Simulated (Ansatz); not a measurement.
Field-gradient calculation of MoS₂

System: MoS₂ (R3m, 3 atoms in the cell).
Method: DFT, PBE, PAW with Ansatz's default frozen-core files, scalar-relativistic, no spin polarisation (Ansatz 0.2.0).

The structure derives from an entry of the Crystallography Open Database. Its volume is 0.96 times that of the source entry. It belongs to a series of runs on one base structure; here: volume scaled by 0.96, PAW files. Figures and captions count atoms from 1; the log counts them from 0 in places.

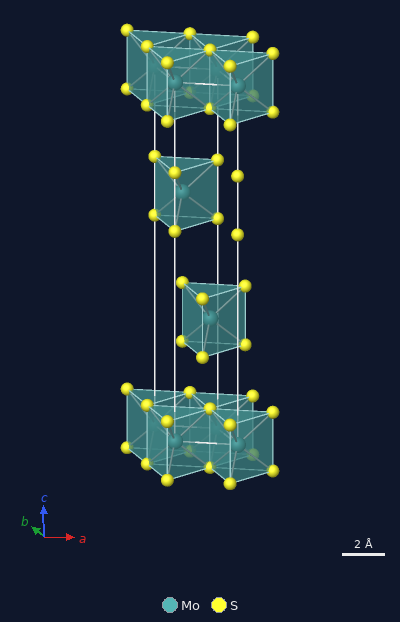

**Figure 1.** The structure (polyhedral view of the cell 3 times as large as that of the calculation, set on its symmetry axes, seen slightly off an axis; polyhedra are completed across the faces of the cell).

Input:
```yaml
crystal:
  lattice:
    - [1.5601261102, 0.9007392297, 6.0405721524]
    - [-1.5601261102, 0.9007392297, 6.0405721524]
    - [0.0, -1.8014784593, 6.0405721524]
  atoms:
    - { symbol: Mo, position: [0.0, 0.0, 0.0] }
    - { symbol: S, position: [0.7484, 0.7484, 0.7484] }
    - { symbol: S, position: [0.5849, 0.5849, 0.5849] }
kpoints:
  mp_grid: { grid: [13, 13, 13] }
scf:
  occupations: { method: fermi_dirac, width: 0.05 }
hamiltonian:
  xc: pbe
  pseudopotentials: { kind: paw }
output:
  forces: true
  stress: true
  eigenvalues: true
  efg: { contact_densities: true }
  write_density: true
  write_potential: true
  elf: true
  volumetric_format: npy
```

Hardware: 1 thread of Intel Xeon (Sapphire Rapids), 64 GiB of memory available, shared host.

Command:
```bash
ansatz run input.yaml --threads 1 --pin off --max-ram 4096MiB --backend cpu --events-out ev --progress --plain --runs-dir out
```

The program's output:
```
basis.fft_grid_basis auto: the FFT boxes are laid along the combinations [[1, -1, 0], [0, 1, 0], [0, -1, 1]] of the cell's own vectors, 3.120, 6.303 and 3.120 Å long. The dense box has 24×45×24 points. Along the cell's own vectors, as sized, it would have 45×45×45, 3.52 times as many. Of the 6 symmetry operations that the crystal satisfies within crystal.symmetry.tolerance (time reversal apart; of a slab, those that keep its plane) the dense box along the cell's own vectors carries 6, and the one as laid loses 4 of those. basis.fft_grid_basis: typed keeps the cell's own vectors: state it where this run's energies or levels are differenced outside the engine with another run's, or held beside a run that keeps those vectors. Those combinations have planes normal to reciprocal vector 3, as the cell's own vectors have. Each planar average written beside output.write_density, output.write_potential has a row for each plane of the box: 24. The volumetric files lie along those combinations, not along the cell's own vectors: a cube or XSF file states them, and fields.json those of NumPy files.
Mo: output.efg is read without spin–orbit coupling, which moves field gradients at and beside such atoms by some per cent and up to a factor of two; PAW files take it under magnetization.noncollinear and magnetization.spin_orbit
Engine: ansatz 0.2.0, x86_64-unknown-linux-gnu
Pseudopotentials: kind: paw
Pseudopotential: Mo, paw, valence charge 14, recommended cutoff 420 eV (normal), Mo.paw.azcp
Pseudopotential: S, paw, valence charge 6, recommended cutoff 420 eV (normal), S.paw.azcp
Functional definition: PBE
  parameter kappa = 0.804
  parameter beta = 0.06672455060314922
  exchange = pbe_x(kappa = kappa, mu = beta*pi^2/3)
  correlation = pbe_c(beta = beta)
Crystal: 3 atoms, lattice volume = 50.932 Å³
Basis set: ecut = 420 eV, 987 PW (Γ), FFT grids on a1−a2, a2, −a2+a3, exchange–correlation on 48×90×48 points (8 copies of the dense FFT grid, shifted against one another)
Bands: 17, of which v1, the nominal top of the filled ones, is band 13 counted from 1 (12 counted from 0)
Symmetry: 6 space group operations
Space group: R3m (ITA 160), of the structure as read, at distance tolerance 3.7e-5 Å
k-points: 231 of 2197 (time reversal used)
Non-local potential: Mo, projectors of the file, l = 0: 3, l = 1: 2, l = 2: 2, l = 3: 1
Non-local potential: S, projectors of the file, l = 0: 2, l = 1: 2, l = 2: 2
PAW form: soft (Blöchl's): semilocal exchange-correlation on the pseudo side does not see the compensation charge
PAW one-centre angular grid: Mo, 590 points (default); XC on 64 Gauss nodes
PAW one-centre angular grid: S, 110 points (default); XC on 64 Gauss nodes
Initial density: superposition of atomic densities (neutral atoms: chi_scale 0, normalization atom), corrected by the library's trained network
Initial wavefunctions: pseudopotential atomic-orbital guess
Functional: x = pbe(κ = 0.804, μ = 0.2195149727645171), c = pbe(β = 0.06672455060314922)
SCF iter   1: F=—  HF=-6762.506135 eV  |F-HF|=—  |Δ(HF+E_count)|=         —  Δρ=6.05e-3  dr2=4.84e-3  ethr=1.77e-3  ⟨swp⟩=6.0  Hψ=22326  notcnv=0
preconditioner: auto → none  [insulator: Δε(μ)=0.743 eV  Ē_g=8.647 eV  σ=0.050 eV  W_gap=1.00  n_scr=16 (ndim 8)  ℏωp=22.1 eV  f_vac=0.017  D(μ)=0.00/eV (n_scr^D=0)  ε∞_Penn≈7.5]
SCF iter   2: F=—  HF=-6762.509293 eV  |F-HF|=—  |Δ(HF+E_count)|=   3.16e-3  Δρ=3.10e-3  dr2=1.11e-3  ethr=1.86e-5  ⟨swp⟩=2.0  Hψ=7878  notcnv=0
SCF iter   3: F=—  HF=-6762.511403 eV  |F-HF|=—  |Δ(HF+E_count)|=   2.11e-3  Δρ=9.14e-4  dr2=4.91e-4  ethr=4.28e-6  ⟨swp⟩=2.2  Hψ=6021  notcnv=0
SCF iter   4: F=—  HF=-6762.511539 eV  |F-HF|=—  |Δ(HF+E_count)|=   1.36e-4  Δρ=6.10e-4  dr2=5.11e-4  ethr=1.89e-6  ⟨swp⟩=2.0  Hψ=5536  notcnv=0
SCF iter   5: F=—  HF=-6762.511463 eV  |F-HF|=—  |Δ(HF+E_count)|=   7.68e-5  Δρ=9.75e-5  dr2=6.54e-6  ethr=1.89e-6  ⟨swp⟩=2.4  Hψ=4971  notcnv=0
SCF iter   6: F=—  HF=-6762.511516 eV  |F-HF|=—  |Δ(HF+E_count)|=   5.38e-5  Δρ=5.77e-5  dr2=4.17e-6  ethr=2.51e-8  ⟨swp⟩=2.0  Hψ=5884  notcnv=0
SCF iter   7: F=—  HF=-6762.511516 eV  |F-HF|=—  |Δ(HF+E_count)|=   1.60e-7  Δρ=1.69e-5  dr2=3.75e-7  ethr=1.60e-8  ⟨swp⟩=2.5  Hψ=5553  notcnv=0
SCF iter   8: F=-6762.511516 eV  HF=-6762.511516 eV  |F-HF|=5.88e-9  |Δ(HF+E_count)|=   3.25e-8  Δρ=6.12e-6  dr2=2.70e-8  ethr=3.85e-10  ⟨swp⟩=10.1  Hψ=27596  notcnv=0
SCF 1 converged in 8 iterations: F = -6762.511516 eV  dr2 = 2.70e-8
  greatest PAW one-centre occupation: 0.998 electrons in one spin orbital (limit 2), on the Mo atom at site 0 (counted from 0), in its partial waves of l = 0
```

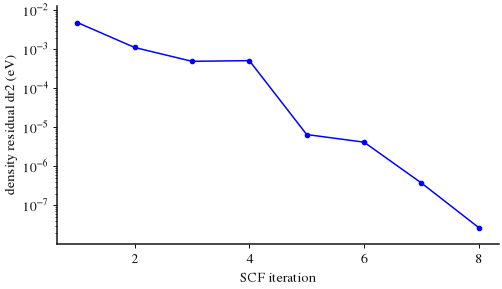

**Figure 2.** Convergence of the self-consistent field: density residual dr2 against the SCF iteration. The residual falls almost steadily, with no more than small rises.

```
SCF converged after 8 iterations
Free energy (F): -6762.511516 eV
Harris-Foulkes:  -6762.511516 eV  (|F-HF|=5.88e-9)
Internal energy: -6762.511509 eV  (E = F + TS)
E sigma→0 (E₀):  -6762.511513 eV
Entropy (-TS):   -0.000007 eV (-0.002 meV/atom)
Fermi energy:    12.280727 eV
--- Per-component energies (eV) ---
  E_band       = -139.658545
  E_kinetic    = 664.110543
  E_local      = -2003.356056  (includes V_loc(G=0)·N_el)
  E_nonlocal   = 199.856630
  E_hartree    = 781.272570
  E_xc         = -381.295968
  E_vxc        = -408.747019  (∫ρ·V_xc dr)
  E_paw        = -4402.134626  (= ΣΔE_a)
  E_vpaw       = -154.073904  (= ΣTr[D̂ρ^β])
  E_aug_tail   = 0.000037  (compensation charges beyond the density's cutoff)
  E_ewald      = -1620.964640
  E_smearing   = -0.000007  (= −TS)
  E_closure    = -0.000000  (closes the sum)
  Σ components = -6762.511516   (vs F -6762.511516, Δ=0.00e0)
--- Forces (eV/Å), atoms counted from 1 ---
  atom   1  Mo     0.00000000    -0.00000000    -0.00248189
  atom   2  S     -0.00000000     0.00000000     2.10614837
  atom   3  S      0.00000000    -0.00000000    -2.10365721
  max |Σ_I F_I| component: 9.26e-6 eV/Å
--- Stress (GPa, compression-positive) ---
       14.469658       0.000000       0.000000
        0.000000      14.469658       0.000000
        0.000000       0.000000      22.429300
  P = ⅓ Tr σ = 17.1229 GPa (171.229 kbar)
--- PAW observables at the nuclei: V_zz in 10²¹ V/m², potentials from the cell's mean, atoms counted from 1 ---
  atom   1  Mo V_zz =    -9.524921   η = 0.0000   by run symmetry: allowed
            electrostatic potential = -6352.325695 V   contact ρ = 595258.412753 e/Å³
  atom   2  S  V_zz =    -6.688339   η = 0.0000   by run symmetry: allowed
            electrostatic potential = -1637.672374 V   contact ρ = 19770.531165 e/Å³
  atom   3  S  V_zz =    -6.532859   η = 0.0000   by run symmetry: allowed
            electrostatic potential = -1637.667457 V   contact ρ = 19770.572599 e/Å³
--- Band table (eV; the first three rows and the last of 231) ---
  k-point 0: bands = ["-49.7398", "-23.9595", "-23.6928", "-23.6928", "-3.7128", "-1.7238", "4.4248", "7.9036", "7.9036", "9.1814", "9.1814", "10.6139", "10.6796", "13.9214", "13.9214", "14.5178", "14.5178"]
  k-point 1: bands = ["-49.7369", "-23.9536", "-23.7216", "-23.6992", "-3.6130", "-1.7009", "4.5335", "7.7119", "8.0096", "8.8562", "9.0279", "10.5963", "10.8316", "13.8531", "14.0992", "14.1919", "14.4050"]
  k-point 2: bands = ["-49.7288", "-23.9374", "-23.8008", "-23.7169", "-3.3271", "-1.6350", "4.8158", "7.2677", "8.2089", "8.3114", "8.6564", "10.5203", "10.8050", "13.5688", "13.9555", "14.1152", "14.5363"]
  k-point 230: bands = ["-49.7369", "-23.9537", "-23.7216", "-23.6992", "-3.3876", "-2.1084", "5.4867", "7.6999", "7.9958", "8.0112", "9.0544", "9.4167", "11.7963", "13.8846", "14.1779", "14.2856", "14.2961"]
```

File rho_z.tsv:
```
# z_ang	rho[e/angstrom^3]
# format = ansatz-planar-average/11
# lattice	1.560126110	0.900739230	6.040572152
# lattice	-1.560126110	0.900739230	6.040572152
# lattice	0.000000000	-1.801478459	6.040572152
# sites	3
# site	42	0.000000000	0.000000000	0.000000000
# site	16	0.000000000	0.000000000	13.562292597
# site	16	0.000000000	0.000000000	10.599391956
0.000000	7.550127e-1
0.262645	7.065906e-1
0.525290	6.396038e-1
0.787935	5.568160e-1
1.050580	4.663395e-1
1.313225	3.824153e-1
1.575870	3.196251e-1
1.838514	2.863075e-1
2.101159	2.815314e-1
2.363804	2.966863e-1
2.626449	3.214670e-1
2.889094	3.490215e-1
3.151739	3.761950e-1
3.414384	4.021055e-1
3.677029	4.271923e-1
3.939674	4.525841e-1
4.202319	4.814502e-1
4.464964	5.196691e-1
4.727609	5.717837e-1
4.990254	6.358709e-1
5.252898	7.020584e-1
5.515543	7.555050e-1
5.778188	7.835928e-1
6.040833	7.822802e-1
```

File v_z.tsv:
```
# z_ang	v_es[eV]	v_tot[eV]
# format = ansatz-planar-average/11
# xc	pbe
# density_cutoff_ev	1680
# datasets	Mo=:simpson_from_first_knot:soft	S=:simpson_from_first_knot:soft
# lattice	1.560126110	0.900739230	6.040572152
# lattice	-1.560126110	0.900739230	6.040572152
# lattice	0.000000000	-1.801478459	6.040572152
# sites	3
# site	42	0.000000000	0.000000000	0.000000000
# site	16	0.000000000	0.000000000	13.562292597
# site	16	0.000000000	0.000000000	10.599391956
0.000000	2.590494e0	-8.836377e0
0.262645	3.660441e0	-7.332789e0
0.525290	4.812735e0	-5.731946e0
0.787935	6.013572e0	-4.110614e0
1.050580	7.251840e0	-2.513561e0
1.313225	8.448649e0	-1.043557e0
1.575870	9.451674e0	1.197794e-1
1.838514	1.005780e1	7.448409e-1
2.101159	1.013732e1	6.958024e-1
2.363804	9.731496e0	3.200002e-2
2.626449	8.993682e0	-1.072177e0
2.889094	8.042347e0	-2.463815e0
3.151739	6.942574e0	-4.011057e0
3.414384	5.783218e0	-5.565514e0
3.677029	4.694461e0	-6.994308e0
3.939674	3.744341e0	-8.254125e0
4.202319	2.899189e0	-9.371660e0
4.464964	2.130685e0	-1.034859e1
4.727609	1.492199e0	-1.112638e1
4.990254	1.062975e0	-1.161885e1
5.252898	8.634884e-1	-1.176693e1
5.515543	8.807745e-1	-1.156236e1
5.778188	1.143612e0	-1.101312e1
6.040833	1.714191e0	-1.010134e1
```

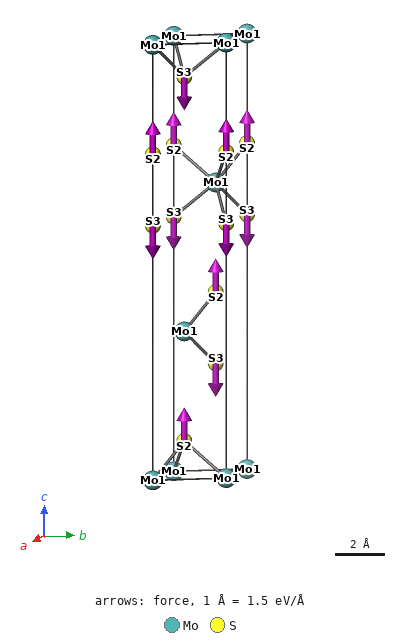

**Figure 3.** Forces on the atoms as pink arrows (ball-and-stick view of the cell 3 times as large as that of the calculation, set on its symmetry axes, seen slightly off an axis; atoms are numbered from 1 in the order of the input); the smallest are left out. The largest act on S2 (2.11 eV/Å); S3 (2.10 eV/Å). The geometry is not a stationary point of this energy.

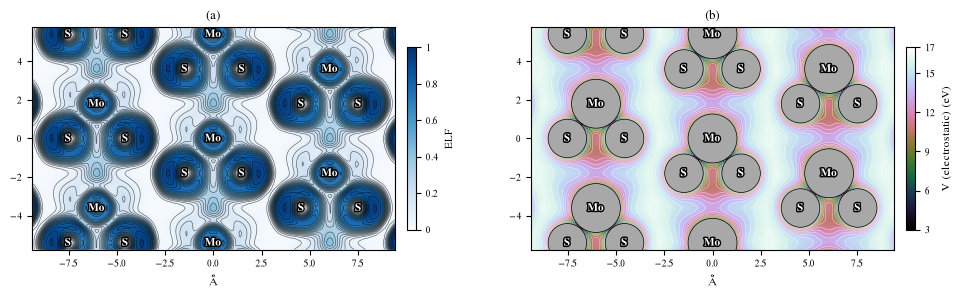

**Figure 4.** (a) ELF; (b) electrostatic potential (local pseudopotential plus Hartree) felt by an electron on the (110) plane of the conventional cell. Grey discs, where drawn, cover atomic cores. Mo–S (2.33 Å): the ELF is about 0.45 at the midpoint. The strong features right at Mo lie inside the PAW spheres (semicore, d or f shells) and say nothing about bonding. Outside the cores the potential energy rises away from the atoms and is highest about 2.3 Å from the nearest atoms; outside the discs it spans about 13 eV, and its zero is arbitrary. The fields are those of the smooth PAW valence density.

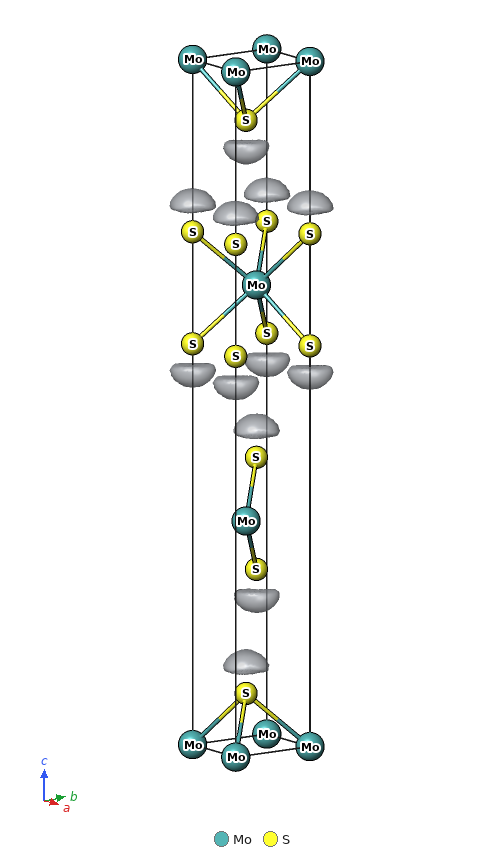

**Figure 5.** Isosurface of the electron localisation function at 0.9 (grey), seen slightly off an axis. Only the valence region is drawn (cores and ρ < 0.01 e/Å³ removed). Sticks mark near contacts. The outline is the cell set on symmetry axes. Profiles from the grid: Mo–S (2.33 Å): the ELF is about 0.45 at the midpoint.

Summary:

- outcome: converged
- space group (tolerance 0.01 Å): R3m (160)
- electrons treated: 26
- free energy: −6762.5115 eV
- Fermi energy: 12.281 eV
- pressure: 17.12 GPa
- field gradient V_zz (10²¹ V/m²): Mo −9.52, S −6.69, S −6.53
- largest force (length of the vector): 2.106 eV/Å
- wall time: 23 s
- peak memory: 0.57 GiB

Notes:

The program warns: the field gradients leave out spin–orbit coupling. The cell is under a pressure of 17.1 GPa at this level, so it is not at its equilibrium volume.
